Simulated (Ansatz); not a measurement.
## Bi4Se3: geometry relaxation (part 1 of 2)

System: Bi4Se3 (7 atoms in the cell).
Method: DFT PBEsol, scalar-relativistic, plane waves, PAW, no spin polarisation (Ansatz 0.2.0).

The structure derives from an entry of the Crystallography Open Database.

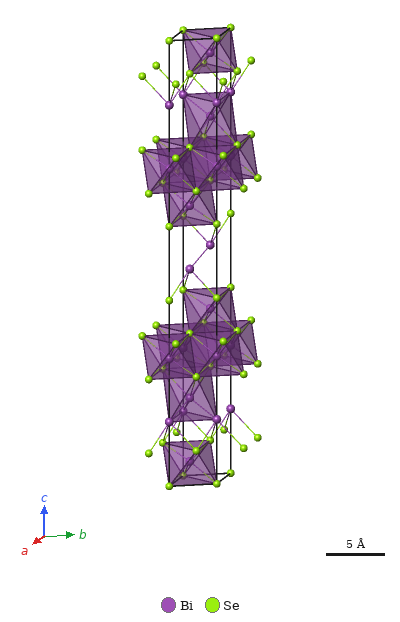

Fig. 1: The input geometry (polyhedral view of the cell 3 times as large as that of the calculation, set on its symmetry axes, seen slightly off an axis; polyhedra are completed across the faces of the cell). An atom can appear more than once, as a periodic image.

Results in brief:

- outcome: converged
- space group (tolerance 0.01 Å): R-3m (166)
- electrons treated: 108
- free energy: −65242.5116 eV
- Fermi energy: 9.771 eV
- gap on the k-point mesh: none (metallic)
- pressure: 0.00 GPa
- final volume: 207.14 Å³
- largest force (length of the vector) at the end: under 0.001 eV/Å
- final cell: a = 13.398 Å, b = 13.398 Å, c = 13.398 Å, α = 18.30°, β = 18.30°, γ = 18.30°
- hardware: 2 threads of Intel Xeon (Granite Rapids), 32 GiB of memory available, shared host
- wall time: 3.9 min (CPU time 7.8 min)
- peak memory: 1.8 GiB

Notes:

Spin–orbit coupling is left out, which matters for Bi.

The input:
```yaml
crystal:
  lattice:
    - [2.1350003304, 1.2326430154, 13.33333]
    - [-2.1350003304, 1.2326430154, 13.33333]
    - [0.0, -2.4652860309, 13.33333]
  atoms:
    - { symbol: Bi, position: [0.1445, 0.1445, 0.1445] }
    - { symbol: Bi, position: [0.8555, 0.8555, 0.8555] }
    - { symbol: Bi, position: [0.287, 0.287, 0.287] }
    - { symbol: Bi, position: [0.713, 0.713, 0.713] }
    - { symbol: Se, position: [0.417, 0.417, 0.417] }
    - { symbol: Se, position: [0.583, 0.583, 0.583] }
    - { symbol: Se, position: [0.0, 0.0, 0.0] }
basis:
  ecutwfc: 420
kpoints:
  mp_grid: { grid: [12, 12, 12] }
hamiltonian:
  xc: pbesol
scf:
  occupations: { method: gaussian, width: 0.1 }
output:
  forces: true
  stress: true
  eigenvalues: true
relax:
  adjacent_minimum: "off"
  f_tol: 0.005
  max_steps: 80
  cell: { stress_tol: 0.05 }
```

Run as:
```bash
ansatz run input.yaml --threads 2 --pin off --max-ram 5120MiB --backend cpu --events-out ev --progress --plain --runs-dir out
```

The program's output:
```
basis.fft_grid_basis auto: the FFT boxes are laid along the combinations [[1, 0, -1], [0, 1, -1], [0, 0, 1]] of the cell's own vectors, 4.270, 4.270 and 13.559 Å long. The dense box has 30×30×96 points. Along the cell's own vectors, as sized, it would have 96×96×96, 10.24 times as many. Of the 12 symmetry operations that the crystal satisfies within crystal.symmetry.tolerance (time reversal apart; of a slab, those that keep its plane) the dense box along the cell's own vectors carries 12, and the one as laid loses 8 of those. basis.fft_grid_basis: typed keeps the cell's own vectors: state it where this run's energies or levels are differenced outside the engine with another run's, or held beside a run that keeps those vectors.
Engine: ansatz 0.2.0, x86_64-unknown-linux-gnu
Pseudopotentials: kind: paw
Pseudopotential: Bi, paw, valence charge 15, recommended cutoff 420 eV (normal), Bi.paw.azcp
Pseudopotential: Se, paw, valence charge 16, recommended cutoff 420 eV (normal), Se.paw.azcp
Functional definition: PBEsol
  exchange = pbesol_x
  correlation = pbesol_c
Crystal: 7 atoms, lattice volume = 210.535 Å³
Basis set: ecut = 420 eV, 4095 PW (Γ), FFT grids on a1−a3, a2−a3, a3, exchange–correlation on 60×60×192 points (8 copies of the dense FFT grid, shifted against one another)
Bands: 65, of which v1, the nominal top of the filled ones, is band 54 counted from 1 (53 counted from 0)
Symmetry: 12 space group operations
Space group: R-3m (ITA 166), of the structure as read, at distance tolerance 5.9e-5 Å
k-points: 189 of 1728
Non-local potential: Bi, projectors of the file, l = 0: 2, l = 1: 2, l = 2: 2, l = 3: 2
Non-local potential: Se, projectors of the file, l = 0: 2, l = 1: 2, l = 2: 3, l = 3: 1
PAW form: soft (Blöchl's): semilocal exchange-correlation on the pseudo side does not see the compensation charge
PAW frozen core: Bi, regenerated for the run's functional, and the local potential with it (the file was generated under x = pbe(κ = 0.804, μ = 0.2195149727645171), c = pbe(β = 0.06672455060314922))
PAW frozen core: Se, regenerated for the run's functional, and the local potential with it (the file was generated under x = pbe(κ = 0.804, μ = 0.2195149727645171), c = pbe(β = 0.06672455060314922))
PAW one-centre angular grid: Bi, 590 points (default); XC on 64 Gauss nodes
PAW one-centre angular grid: Se, 590 points (default); XC on 64 Gauss nodes
Initial density: superposition of atomic densities (neutral atoms: chi_scale 0, normalization atom), corrected by the library's trained network
Initial wavefunctions: pseudopotential atomic-orbital guess
Functional: x = pbesol(κ = 0.804, μ = 0.12345679012345678), c = pbesol(β = 0.046)
SCF iter   1: F=—  HF=-65242.509743 eV  |F-HF|=—  |Δ(HF+E_count)|=         —  Δρ=2.69e-3  dr2=4.30e-2  ethr=1.77e-3  ⟨swp⟩=8.6  Hψ=51079  notcnv=0  defer=2
preconditioner: auto → LDOS  [metal: Δε(μ)=0.022 eV  Ē_g=8.947 eV  σ=0.100 eV  W_gap=0.12  n_scr=58 (ndim 8)  ℏωp=15.8 eV  f_vac=0.015  D(μ)=0.54/eV (n_scr^D=2)  β→1.0]
SCF iter   2: F=—  HF=-65242.530858 eV  |F-HF|=—  |Δ(HF+E_count)|=   2.11e-2  Δρ=4.59e-3  dr2=1.51e-1  ethr=3.98e-5  ⟨swp⟩=2.0  Hψ=25839  notcnv=0  defer=624
SCF iter   3: F=—  HF=-65242.501237 eV  |F-HF|=—  |Δ(HF+E_count)|=   2.96e-2  Δρ=1.43e-3  dr2=3.99e-2  ethr=3.98e-5  ⟨swp⟩=2.0  Hψ=22345  notcnv=0  defer=624
SCF iter   4: F=—  HF=-65242.497252 eV  |F-HF|=—  |Δ(HF+E_count)|=   3.98e-3  Δρ=1.58e-4  dr2=1.02e-4  ethr=3.69e-5  ⟨swp⟩=1.8  Hψ=12534  notcnv=0  defer=622
SCF iter   5: F=—  HF=-65242.497256 eV  |F-HF|=—  |Δ(HF+E_count)|=   4.34e-6  Δρ=5.42e-5  dr2=1.60e-5  ethr=9.41e-8  ⟨swp⟩=2.0  Hψ=22023  notcnv=0  defer=600
SCF iter   6: F=—  HF=-65242.497012 eV  |F-HF|=—  |Δ(HF+E_count)|=   2.44e-4  Δρ=1.61e-5  dr2=5.67e-7  ethr=1.49e-8  ⟨swp⟩=2.0  Hψ=17735  notcnv=0  defer=45
SCF iter   7: F=—  HF=-65242.497012 eV  |F-HF|=—  |Δ(HF+E_count)|=   7.09e-8  Δρ=5.87e-6  dr2=1.55e-7  ethr=9.26e-11  ⟨swp⟩=10.5  Hψ=61929  notcnv=0
SCF iter   8: F=-65242.497012 eV  HF=-65242.497012 eV  |F-HF|=7.42e-10  |Δ(HF+E_count)|=   1.90e-8  Δρ=1.35e-6  dr2=3.98e-9  ethr=9.26e-11  ⟨swp⟩=4.2  Hψ=41329  notcnv=0
SCF 1 converged in 8 iterations: F = -65242.497012 eV  dr2 = 3.98e-9
  greatest PAW one-centre occupation: 1.000 electrons in one spin orbital (limit 2), on the Se atom at site 5 (counted from 0), in its partial waves of l = 2
relax step   1: F+E_penalty+E_count = -65242.49701206 eV  Δ(F+E_penalty+E_count) = +0.000e0 eV  max|allowed force component| = 2.229e-1 eV/Å  Δτ_max = 0.0000 Å  P = -0.559 GPa  Ω = 210.535 Å³  (8 SCF iters, dr2 threshold 1.00e-7 eV, accepted)
Crystal: 7 atoms, lattice volume = 206.519 Å³
Basis set: ecut = 420 eV, 4023 PW (Γ), FFT grids on a1−a3, a2−a3, a3, exchange–correlation on 60×60×192 points (8 copies of the dense FFT grid, shifted against one another)
Initial density: handed on by an earlier stage of this run
Initial wavefunctions: those handed on with the density
iter 1 solved again at ethr=1.51e-5 eV; its pass at ethr=3.10e-3 eV (dr2=1.64e-2 eV) is discarded
SCF iter   1: F=—  HF=-65242.494037 eV  |F-HF|=—  |Δ(HF+E_count)|=         —  Δρ=2.19e-3  dr2=1.58e-2  ethr=1.51e-5  ⟨swp⟩=2.1  Hψ=63497  notcnv=0
preconditioner: auto → LDOS  [metal: Δε(μ)=0.057 eV  Ē_g=9.044 eV  σ=0.100 eV  W_gap=0.31  n_scr=58 (ndim 8)  ℏωp=15.9 eV  f_vac=0.011  D(μ)=0.44/eV (n_scr^D=2)  β→1.0]
SCF iter   2: F=—  HF=-65242.497577 eV  |F-HF|=—  |Δ(HF+E_count)|=   3.54e-3  Δρ=2.14e-3  dr2=5.40e-2  ethr=1.46e-5  ⟨swp⟩=2.0  Hψ=23693  notcnv=0  defer=1  recentre
SCF iter   3: F=—  HF=-65242.490848 eV  |F-HF|=—  |Δ(HF+E_count)|=   6.73e-3  Δρ=8.43e-4  dr2=1.43e-2  ethr=1.46e-5  ⟨swp⟩=3.0  Hψ=23639  notcnv=0  defer=2
SCF iter   4: F=—  HF=-65242.489472 eV  |F-HF|=—  |Δ(HF+E_count)|=   1.38e-3  Δρ=2.50e-4  dr2=3.95e-4  ethr=1.33e-5  ⟨swp⟩=1.0  Hψ=12941  notcnv=0  defer=3
SCF iter   5: F=—  HF=-65242.489198 eV  |F-HF|=—  |Δ(HF+E_count)|=   2.74e-4  Δρ=8.25e-5  dr2=1.28e-5  ethr=3.66e-7  ⟨swp⟩=1.8  Hψ=13171  notcnv=0  defer=3
SCF iter   6: F=—  HF=-65242.489201 eV  |F-HF|=—  |Δ(HF+E_count)|=   2.68e-6  Δρ=2.31e-5  dr2=1.74e-6  ethr=1.19e-8  ⟨swp⟩=2.5  Hψ=18425  notcnv=0  defer=3
SCF iter   7: F=-65242.489201 eV  HF=-65242.489201 eV  |F-HF|=4.03e-8  |Δ(HF+E_count)|=   8.95e-8  Δρ=6.65e-6  dr2=9.48e-8  ethr=6.48e-10  ⟨swp⟩=7.6  Hψ=50145  notcnv=0
SCF 2 converged in 7 iterations: F = -65242.489201 eV  dr2 = 9.48e-8
relax step   2: F+E_penalty+E_count = -65242.48920060 eV  Δ(F+E_penalty+E_count) = +7.811e-3 eV  max|allowed force component| = 3.874e-1 eV/Å  Δτ_max = 0.0445 Å  P = +0.459 GPa  Ω = 206.519 Å³  energy of the carried Pulay correction = +5.933e-4 eV  (7 SCF iters, dr2 threshold 7.00e-7 eV, rejected (line search))
Crystal: 7 atoms, lattice volume = 208.268 Å³
Basis set: ecut = 420 eV, 4059 PW (Γ), FFT grids on a1−a3, a2−a3, a3, exchange–correlation on 60×60×192 points (8 copies of the dense FFT grid, shifted against one another)
iter 1 solved again at ethr=4.40e-6 eV; its pass at ethr=3.10e-3 eV (dr2=4.75e-3 eV) is discarded
SCF iter   1: F=—  HF=-65242.511950 eV  |F-HF|=—  |Δ(HF+E_count)|=         —  Δρ=1.23e-3  dr2=4.58e-3  ethr=4.40e-6  ⟨swp⟩=2.0  Hψ=63321  notcnv=0
preconditioner: auto → LDOS  [metal: Δε(μ)=0.026 eV  Ē_g=9.007 eV  σ=0.100 eV  W_gap=0.14  n_scr=58 (ndim 8)  ℏωp=15.9 eV  f_vac=0.012  D(μ)=0.63/eV (n_scr^D=2)  β→1.0]
SCF iter   2: F=—  HF=-65242.512412 eV  |F-HF|=—  |Δ(HF+E_count)|=   4.62e-4  Δρ=1.10e-3  dr2=9.18e-3  ethr=4.24e-6  ⟨swp⟩=2.0  Hψ=22862  notcnv=0
SCF iter   3: F=—  HF=-65242.510925 eV  |F-HF|=—  |Δ(HF+E_count)|=   1.49e-3  Δρ=4.39e-4  dr2=3.60e-3  ethr=4.24e-6  ⟨swp⟩=2.0  Hψ=15850  notcnv=0
SCF iter   4: F=—  HF=-65242.510574 eV  |F-HF|=—  |Δ(HF+E_count)|=   3.51e-4  Δρ=1.26e-4  dr2=7.58e-5  ethr=3.34e-6  ⟨swp⟩=1.1  Hψ=12337  notcnv=0
SCF iter   5: F=—  HF=-65242.510563 eV  |F-HF|=—  |Δ(HF+E_count)|=   1.08e-5  Δρ=3.91e-5  dr2=2.76e-6  ethr=7.02e-8  ⟨swp⟩=2.0  Hψ=15522  notcnv=0
SCF iter   6: F=—  HF=-65242.510314 eV  |F-HF|=—  |Δ(HF+E_count)|=   2.49e-4  Δρ=1.29e-5  dr2=4.55e-7  ethr=2.56e-9  ⟨swp⟩=2.0  Hψ=17773  notcnv=0
SCF iter   7: F=—  HF=-65242.510314 eV  |F-HF|=—  |Δ(HF+E_count)|=   3.42e-8  Δρ=3.20e-6  dr2=1.58e-8  ethr=4.22e-10  ⟨swp⟩=2.2  Hψ=17406  notcnv=0
SCF iter   8: F=—  HF=-65242.510314 eV  |F-HF|=—  |Δ(HF+E_count)|=   5.67e-9  Δρ=9.24e-7  dr2=1.16e-9  ethr=1.46e-11  ⟨swp⟩=2.1  Hψ=15807  notcnv=0
SCF iter   9: F=-65242.510314 eV  HF=-65242.510314 eV  |F-HF|=3.64e-11  |Δ(HF+E_count)|=  2.26e-10  Δρ=1.81e-7  dr2=6.03e-11  ethr=1.00e-12  ⟨swp⟩=3.9  Hψ=51457  notcnv=0
SCF 3 converged in 9 iterations: F = -65242.510314 eV  dr2 = 6.03e-11
relax step   3: F+E_penalty+E_count = -65242.51031449 eV  Δ(F+E_penalty+E_count) = -1.330e-2 eV  max|allowed force component| = 3.790e-2 eV/Å  Δτ_max = 0.0188 Å  P = -0.069 GPa  Ω = 208.268 Å³  energy of the carried Pulay correction = +3.335e-4 eV  (9 SCF iters, accepted)
Crystal: 7 atoms, lattice volume = 208.020 Å³
iter 1 solved again at ethr=1.38e-6 eV; its pass at ethr=3.10e-3 eV (dr2=1.49e-3 eV) is discarded
SCF iter   1: F=—  HF=-65242.511739 eV  |F-HF|=—  |Δ(HF+E_count)|=         —  Δρ=5.19e-4  dr2=1.47e-3  ethr=1.38e-6  ⟨swp⟩=2.8  Hψ=53824  notcnv=0
preconditioner: auto → LDOS  [metal: Δε(μ)=0.027 eV  Ē_g=9.005 eV  σ=0.100 eV  W_gap=0.15  n_scr=58 (ndim 8)  ℏωp=15.9 eV  f_vac=0.011  D(μ)=0.61/eV (n_scr^D=2)  β→1.0]
SCF iter   2: F=—  HF=-65242.512510 eV  |F-HF|=—  |Δ(HF+E_count)|=   7.71e-4  Δρ=6.24e-4  dr2=1.12e-2  ethr=1.36e-6  ⟨swp⟩=2.0  Hψ=22503  notcnv=0  recentre
SCF iter   3: F=—  HF=-65242.511596 eV  |F-HF|=—  |Δ(HF+E_count)|=   9.14e-4  Δρ=2.52e-4  dr2=7.15e-4  ethr=1.36e-6  ⟨swp⟩=2.0  Hψ=21732  notcnv=0
SCF iter   4: F=—  HF=-65242.511530 eV  |F-HF|=—  |Δ(HF+E_count)|=   6.62e-5  Δρ=5.80e-5  dr2=9.93e-6  ethr=6.62e-7  ⟨swp⟩=1.3  Hψ=12535  notcnv=0
SCF iter   5: F=—  HF=-65242.511287 eV  |F-HF|=—  |Δ(HF+E_count)|=   2.42e-4  Δρ=1.49e-5  dr2=2.33e-7  ethr=9.19e-9  ⟨swp⟩=2.5  Hψ=19084  notcnv=0
SCF iter   6: F=-65242.511288 eV  HF=-65242.511288 eV  |F-HF|=4.37e-9  |Δ(HF+E_count)|=   2.90e-7  Δρ=4.98e-6  dr2=3.47e-8  ethr=8.31e-11  ⟨swp⟩=6.3  Hψ=53534  notcnv=0
SCF 4 converged in 6 iterations: F = -65242.511288 eV  dr2 = 3.47e-8
relax step   4: F+E_penalty+E_count = -65242.51128764 eV  Δ(F+E_penalty+E_count) = -9.731e-4 eV  max|allowed force component| = 3.506e-2 eV/Å  Δτ_max = 0.0113 Å  P = -0.109 GPa  Ω = 208.020 Å³  energy of the carried Pulay correction = +3.702e-4 eV  (6 SCF iters, dr2 threshold 8.98e-8 eV, accepted)
Crystal: 7 atoms, lattice volume = 206.860 Å³
Basis set: ecut = 420 eV, 4045 PW (Γ), FFT grids on a1−a3, a2−a3, a3, exchange–correlation on 60×60×192 points (8 copies of the dense FFT grid, shifted against one another)
iter 1 solved again at ethr=6.36e-7 eV; its pass at ethr=3.10e-3 eV (dr2=6.87e-4 eV) is discarded
SCF iter   1: F=—  HF=-65242.512465 eV  |F-HF|=—  |Δ(HF+E_count)|=         —  Δρ=5.57e-4  dr2=5.59e-4  ethr=6.36e-7  ⟨swp⟩=3.0  Hψ=58984  notcnv=0
preconditioner: auto → LDOS  [metal: Δε(μ)=0.029 eV  Ē_g=9.021 eV  σ=0.100 eV  W_gap=0.16  n_scr=58 (ndim 8)  ℏωp=15.9 eV  f_vac=0.010  D(μ)=0.59/eV (n_scr^D=2)  β→1.0]
SCF iter   2: F=—  HF=-65242.512636 eV  |F-HF|=—  |Δ(HF+E_count)|=   1.71e-4  Δρ=4.39e-4  dr2=2.51e-3  ethr=5.18e-7  ⟨swp⟩=2.0  Hψ=22508  notcnv=0  recentre
SCF iter   3: F=—  HF=-65242.512361 eV  |F-HF|=—  |Δ(HF+E_count)|=   2.75e-4  Δρ=2.02e-4  dr2=5.14e-4  ethr=5.18e-7  ⟨swp⟩=2.0  Hψ=22500  notcnv=0
SCF iter   4: F=—  HF=-65242.512316 eV  |F-HF|=—  |Δ(HF+E_count)|=   4.50e-5  Δρ=5.96e-5  dr2=2.06e-5  ethr=4.76e-7  ⟨swp⟩=1.4  Hψ=12655  notcnv=0
SCF iter   5: F=—  HF=-65242.512067 eV  |F-HF|=—  |Δ(HF+E_count)|=   2.49e-4  Δρ=1.65e-5  dr2=3.54e-7  ethr=1.91e-8  ⟨swp⟩=1.9  Hψ=13760  notcnv=0
SCF iter   6: F=-65242.512067 eV  HF=-65242.512067 eV  |F-HF|=2.33e-8  |Δ(HF+E_count)|=   2.84e-7  Δρ=5.56e-6  dr2=6.31e-8  ethr=7.11e-11  ⟨swp⟩=6.3  Hψ=54722  notcnv=0
SCF 5 converged in 6 iterations: F = -65242.512067 eV  dr2 = 6.31e-8
relax step   5: F+E_penalty+E_count = -65242.51206713 eV  Δ(F+E_penalty+E_count) = -7.795e-4 eV  max|allowed force component| = 4.842e-3 eV/Å  Δτ_max = 0.0117 Å  P = +0.064 GPa  Ω = 206.860 Å³  energy of the carried Pulay correction = +5.424e-4 eV  (6 SCF iters, dr2 threshold 7.68e-8 eV, accepted)
Crystal: 7 atoms, lattice volume = 207.136 Å³
Basis set: ecut = 420 eV, 4047 PW (Γ), FFT grids on a1−a3, a2−a3, a3, exchange–correlation on 60×60×192 points (8 copies of the dense FFT grid, shifted against one another)
iter 1 solved again at ethr=4.09e-8 eV; its pass at ethr=3.10e-3 eV (dr2=4.41e-5 eV) is discarded
SCF iter   1: F=—  HF=-65242.512329 eV  |F-HF|=—  |Δ(HF+E_count)|=         —  Δρ=6.59e-5  dr2=3.75e-5  ethr=4.09e-8  ⟨swp⟩=3.0  Hψ=54203  notcnv=0
preconditioner: auto → LDOS  [metal: Δε(μ)=0.028 eV  Ē_g=9.017 eV  σ=0.100 eV  W_gap=0.16  n_scr=58 (ndim 8)  ℏωp=15.9 eV  f_vac=0.011  D(μ)=0.59/eV (n_scr^D=2)  β→1.0]
SCF iter   2: F=—  HF=-65242.512347 eV  |F-HF|=—  |Δ(HF+E_count)|=   1.79e-5  Δρ=7.63e-5  dr2=2.02e-4  ethr=3.47e-8  ⟨swp⟩=2.0  Hψ=19645  notcnv=0
SCF iter   3: F=—  HF=-65242.512333 eV  |F-HF|=—  |Δ(HF+E_count)|=   1.40e-5  Δρ=5.35e-5  dr2=5.23e-5  ethr=3.47e-8  ⟨swp⟩=2.0  Hψ=19416  notcnv=0
SCF iter   4: F=—  HF=-65242.512331 eV  |F-HF|=—  |Δ(HF+E_count)|=   2.49e-6  Δρ=7.87e-6  dr2=1.35e-6  ethr=3.47e-8  ⟨swp⟩=1.3  Hψ=12534  notcnv=0
SCF iter   5: F=—  HF=-65242.512083 eV  |F-HF|=—  |Δ(HF+E_count)|=   2.48e-4  Δρ=1.70e-6  dr2=3.33e-8  ethr=1.25e-9  ⟨swp⟩=1.6  Hψ=12595  notcnv=0
SCF iter   6: F=-65242.512083 eV  HF=-65242.512083 eV  |F-HF|=1.51e-9  |Δ(HF+E_count)|=   1.91e-9  Δρ=6.60e-7  dr2=1.69e-9  ethr=1.30e-11  ⟨swp⟩=5.0  Hψ=44973  notcnv=0
SCF 6 converged in 6 iterations: F = -65242.512083 eV  dr2 = 1.69e-9
relax step   6: F+E_penalty+E_count = -65242.51208309 eV  Δ(F+E_penalty+E_count) = -1.595e-5 eV  max|allowed force component| = 3.886e-4 eV/Å  Δτ_max = 0.0011 Å  P = +0.001 GPa  Ω = 207.136 Å³  energy of the carried Pulay correction = +5.014e-4 eV  (6 SCF iters, dr2 threshold 1.41e-8 eV, accepted)
Basis set: ecut = 420 eV, 4047 PW (Γ), FFT grids on a1−a3, a2−a3, a3, exchange–correlation on 60×60×180 points (8 copies of the dense FFT grid, shifted against one another)
Initial wavefunctions: pseudopotential atomic-orbital guess (no wavefunctions were taken with the density)
iter 1 solved again at ethr=1.44e-7 eV; its pass at ethr=3.10e-3 eV (dr2=1.55e-4 eV) is discarded
SCF iter   1: F=—  HF=-65242.511818 eV  |F-HF|=—  |Δ(HF+E_count)|=         —  Δρ=1.86e-5  dr2=1.40e-7  ethr=1.44e-7  ⟨swp⟩=3.2  Hψ=86225  notcnv=0
preconditioner: auto → Kerker (q_TF=auto, 2.448 Å⁻¹)  [metal: Δε(μ)=0.028 eV  Ē_g=9.016 eV  σ=0.100 eV  W_gap=0.16  n_scr=58 (ndim 8)  ℏωp=15.9 eV  f_vac=0.010  D(μ)=0.58/eV (n_scr^D=2)]
SCF iter   2: F=—  HF=-65242.511568 eV  |F-HF|=—  |Δ(HF+E_count)|=   2.50e-4  Δρ=9.74e-6  dr2=3.92e-8  ethr=1.30e-10  ⟨swp⟩=2.8  Hψ=24236  notcnv=0
SCF iter   3: F=—  HF=-65242.511568 eV  |F-HF|=—  |Δ(HF+E_count)|=   1.99e-8  Δρ=2.68e-6  dr2=3.21e-9  ethr=3.63e-11  ⟨swp⟩=3.0  Hψ=21145  notcnv=0
SCF iter   4: F=—  HF=-65242.511568 eV  |F-HF|=—  |Δ(HF+E_count)|=   1.15e-9  Δρ=2.93e-7  dr2=1.51e-10  ethr=2.97e-12  ⟨swp⟩=2.0  Hψ=22476  notcnv=0
SCF iter   5: F=-65242.511568 eV  HF=-65242.511568 eV  |F-HF|=2.91e-11  |Δ(HF+E_count)|=  2.91e-11  Δρ=6.93e-8  dr2=3.19e-11  ethr=1.00e-12  ⟨swp⟩=6.6  Hψ=50395  notcnv=0
SCF 7 converged in 5 iterations: F = -65242.511568 eV  dr2 = 3.19e-11
relax step   7: F+E_penalty+E_count = -65242.51156815 eV  Δ(F+E_penalty+E_count) = +5.149e-4 eV  max|allowed force component| = 3.682e-4 eV/Å  Δτ_max = 0.0000 Å  P = +0.001 GPa  Ω = 207.136 Å³  stress off target by 4.39e-3 GPa  SCF on the basis re-selected at this cell (its energy is not comparable with the rows above)  (5 SCF iters)
```
